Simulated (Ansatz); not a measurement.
Single-point calculation, with input and output: Ir

System: Ir (I4/mmm, 1 atom in the cell).
Method: DFT PBE, scalar-relativistic, plane waves, PAW, no spin polarisation (Ansatz 0.2.0).

The structure derives from an entry of the Crystallography Open Database. It belongs to a series of runs on one base structure; here: strain +0.080 along x and y, -0.040 along z, atoms carried along.

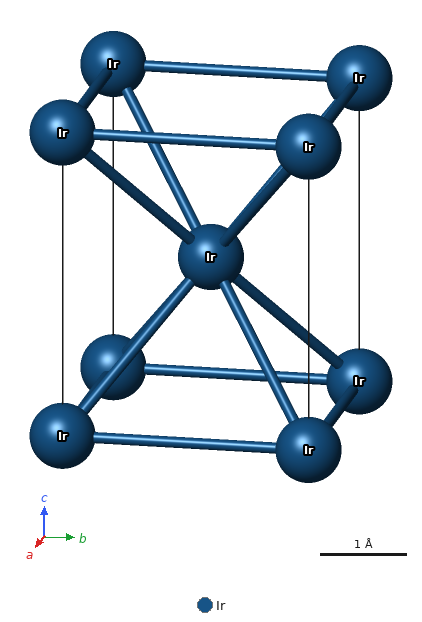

The structure (ball-and-stick view of the cell 2 times as large as that of the calculation, set on its symmetry axes, seen at an oblique angle). An atom can appear more than once, as a periodic image. Near neighbours in the periodic cell (some may lie outside the picture): Ir has 12 Ir at 2.77 to 2.93 Å.

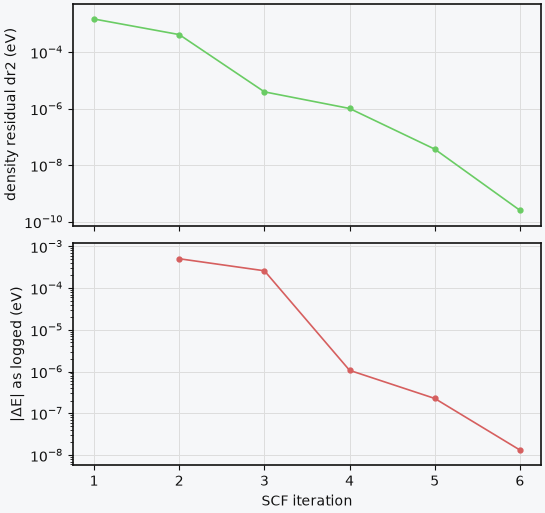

Convergence of the self-consistent field: density residual dr2 and size of the energy change against the SCF iteration. The residual falls at every step.

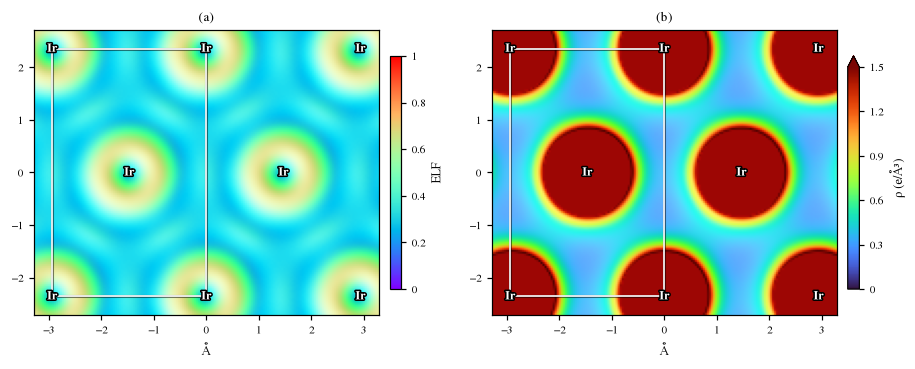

(a) ELF; (b) valence charge density (pseudo) on the (011) plane of the conventional cell. Ir–Ir (2.77 Å): the density is about 0.4 e/Å³ at the midpoint; the ELF is about 0.35 at the midpoint, which marks metallic bonding. Ir–Ir (2.93 Å): ρ at the midpoint is about 0.32 e/Å³; the ELF is about 0.35 at the midpoint (nearly free electrons, as in a simple metal). Away from the nuclei the density in this plane falls to 0.27 e/Å³ at its lowest. The strong features right at Ir lie inside the PAW spheres (semicore, d or f shells) and say nothing about bonding. In a PAW calculation such maps are meaningful between the atoms, not at the nuclei.

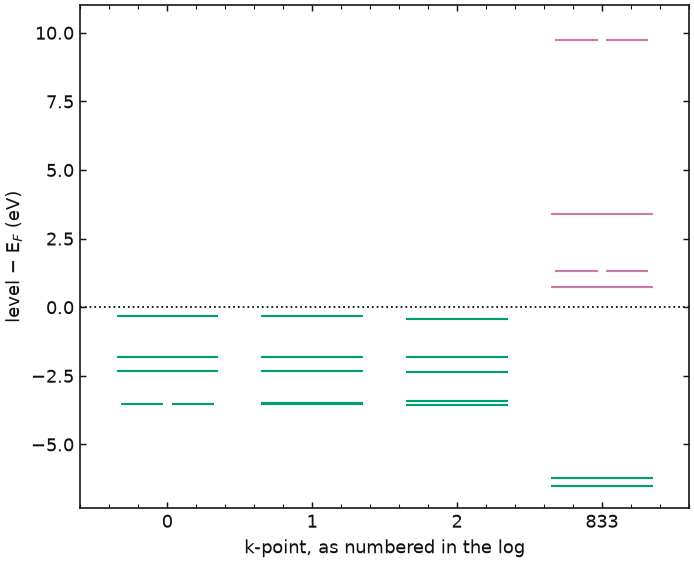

Kohn–Sham levels near the Fermi level (dotted) at the few k-points that the log prints; levels within 0.02 eV of each other stand side by side. The system is metallic on the full mesh.

These pictures come from the run below.

Input:
```yaml
crystal:
  lattice:
    - [0.0, 2.073276, 1.842912]
    - [2.073276, 0.0, 1.842912]
    - [2.073276, 2.073276, 0.0]
  atoms:
    - { symbol: Ir, position: [0.0, 0.0, 0.0] }
basis:
  ecutwfc: 420
kpoints:
  mp_grid: { grid: [22, 22, 22] }
hamiltonian:
  xc: pbe
scf:
  occupations: { method: gaussian, width: 0.15 }
output:
  forces: true
  stress: true
  eigenvalues: true
  write_density: true
  write_potential: true
  elf: true
  volumetric_format: npy
```

Launched with:
```bash
ansatz run input.yaml --threads 1 --pin off --max-ram 2560MiB --backend cpu --events-out ev --progress --plain --runs-dir out
```

Output:
```
Engine: ansatz 0.2.0, x86_64-unknown-linux-gnu
Pseudopotentials: kind: paw
Pseudopotential: Ir, paw, valence charge 17, recommended cutoff 420 eV (normal), Ir.paw.azcp
Functional definition: PBE
  parameter kappa = 0.804
  parameter beta = 0.06672455060314922
  exchange = pbe_x(kappa = kappa, mu = beta*pi^2/3)
  correlation = pbe_c(beta = beta)
Crystal: 1 atoms, lattice volume = 15.843 Å³
Basis set: ecut = 420 eV, 307 PW (Γ), exchange–correlation on 40×40×40 points (8 copies of the dense FFT grid, shifted against one another)
Bands: 13, of which v1, the nominal top of the filled ones, is band 9 counted from 1 (8 counted from 0)
Symmetry: 16 space group operations
Space group: I4/mmm (ITA 139), of the structure as read, at distance tolerance 2.5e-5 Å
k-points: 834 of 10648
Non-local potential: Ir, projectors of the file, l = 0: 3, l = 1: 2, l = 2: 2, l = 3: 1
PAW form: soft (Blöchl's): semilocal exchange-correlation on the pseudo side does not see the compensation charge
PAW one-centre angular grid: Ir, 590 points (default); XC on 64 Gauss nodes
Initial density: superposition of atomic densities (neutral atoms: chi_scale 0, normalization atom), corrected by the library's trained network
Initial wavefunctions: pseudopotential atomic-orbital guess
Functional: x = pbe(κ = 0.804, μ = 0.2195149727645171), c = pbe(β = 0.06672455060314922)
SCF iter   1: F=—  HF=-11935.083398 eV  |F-HF|=—  |Δ(HF+E_count)|=         —  Δρ=6.37e-3  dr2=1.48e-3  ethr=1.77e-3  ⟨swp⟩=5.0  Hψ=51980  notcnv=0
preconditioner: auto → none  [metal: Δε(μ)=0.002 eV  Ē_g=12.872 eV  σ=0.150 eV  W_gap=0.01  n_scr=8 (ndim 8)  ℏωp=28.0 eV  f_vac=0.000  D(μ)=1.33/eV (n_scr^D=14)  sad-step TF]
SCF iter   2: F=—  HF=-11935.083901 eV  |F-HF|=—  |Δ(HF+E_count)|=   5.03e-4  Δρ=3.36e-3  dr2=4.16e-4  ethr=8.69e-6  ⟨swp⟩=2.4  Hψ=20677  notcnv=0
SCF iter   3: F=—  HF=-11935.084159 eV  |F-HF|=—  |Δ(HF+E_count)|=   2.59e-4  Δρ=2.22e-4  dr2=3.91e-6  ethr=2.45e-6  ⟨swp⟩=2.1  Hψ=13854  notcnv=0
SCF iter   4: F=—  HF=-11935.084158 eV  |F-HF|=—  |Δ(HF+E_count)|=   1.07e-6  Δρ=9.07e-5  dr2=1.01e-6  ethr=2.30e-8  ⟨swp⟩=2.2  Hψ=15924  notcnv=0
iter 5 did not close the SCF: its close was put off for the readings that it lacked (scf_convergence_deferred on its scf_iter line)
SCF iter   5: F=-11935.084158 eV  HF=-11935.084158 eV  |F-HF|=3.25e-9  |Δ(HF+E_count)|=   2.27e-7  Δρ=2.27e-5  dr2=3.67e-8  ethr=5.94e-9  ⟨swp⟩=2.4  Hψ=16512  notcnv=0
SCF iter   6: F=-11935.084158 eV  HF=-11935.084158 eV  |F-HF|=4.58e-10  |Δ(HF+E_count)|=   1.32e-8  Δρ=2.68e-6  dr2=2.51e-10  ethr=2.16e-10  ⟨swp⟩=5.2  Hψ=54239  notcnv=0
SCF 1 converged in 6 iterations: F = -11935.084158 eV  dr2 = 2.51e-10
  greatest PAW one-centre occupation: 1.000 electrons in one spin orbital (limit 2), on the Ir atom at site 0 (counted from 0), in its partial waves of l = 0
SCF converged after 6 iterations
Free energy (F): -11935.084158 eV
Harris-Foulkes:  -11935.084158 eV  (|F-HF|=4.58e-10)
Internal energy: -11935.069180 eV  (E = F + TS)
E sigma→0 (E₀):  -11935.076669 eV
Entropy (-TS):   -0.014978 eV (-14.978 meV/atom)
Fermi energy:    22.302941 eV
--- Per-component energies (eV) ---
  E_band       = -132.791512
  E_kinetic    = 619.329641
  E_local      = -1194.425448  (includes V_loc(G=0)·N_el)
  E_nonlocal   = 72.559041
  E_hartree    = 449.640402
  E_xc         = -266.435068
  E_vxc        = -298.013896  (∫ρ·V_xc dr)
  E_paw        = -9223.126260  (= ΣΔE_a)
  E_vpaw       = -231.521526  (= ΣTr[D̂ρ^β])
  E_aug_tail   = 0.000062  (compensation charges beyond the density's cutoff)
  E_ewald      = -2392.611550
  E_smearing   = -0.014978  (= −TS)
  E_closure    = 0.000000  (closes the sum)
  Σ components = -11935.084158   (vs F -11935.084158, Δ=0.00e0)
--- Forces (eV/Å), atoms counted from 1 ---
  atom   1  Ir    -0.00000000    -0.00000000     0.00000000
  max |Σ_I F_I| component: 1.72e-31 eV/Å
--- Stress (GPa, compression-positive) ---
      -31.575801       0.000000      -0.000000
        0.000000     -31.575801      -0.000000
       -0.000000      -0.000000      -3.462289
  P = ⅓ Tr σ = -22.2046 GPa (-222.046 kbar)
--- Band table (eV; the first three rows and the last of 834) ---
  k-point 0: bands = ["-70.1743", "-26.7842", "-26.7842", "-26.6930", "12.3942", "18.7808", "18.7808", "19.9728", "20.4780", "22.0001", "36.4565", "40.0987", "40.0987"]
  k-point 1: bands = ["-70.1736", "-26.7910", "-26.7867", "-26.6978", "12.4771", "18.7763", "18.8135", "19.9660", "20.4720", "21.9690", "36.5886", "39.9804", "40.2252"]
  k-point 2: bands = ["-70.1712", "-26.8140", "-26.7939", "-26.7089", "12.7211", "18.7537", "18.8962", "19.9609", "20.4716", "21.8858", "36.9590", "39.4974", "40.5984"]
  k-point 833: bands = ["-70.1105", "-27.1971", "-27.0565", "-27.0565", "15.7821", "16.0721", "23.0369", "23.6111", "23.6111", "25.7065", "32.0418", "32.0418", "33.3634"]
```

Key numbers:

- outcome: converged
- space group (tolerance 0.01 Å): I4/mmm (139)
- electrons treated: 17
- free energy: −11935.0842 eV
- Fermi energy: 22.303 eV
- gap on the k-point mesh: none (metallic)
- pressure: −22.20 GPa
- largest force (length of the vector): under 0.001 eV/Å
- hardware: 1 thread of Intel Xeon @ 2.50GHz (Skylake/Cascade Lake), 189 GiB of memory available, shared host
- wall time: 26 s
- peak memory: 0.46 GiB

Notes:

Spin–orbit coupling is left out, which matters for Ir.
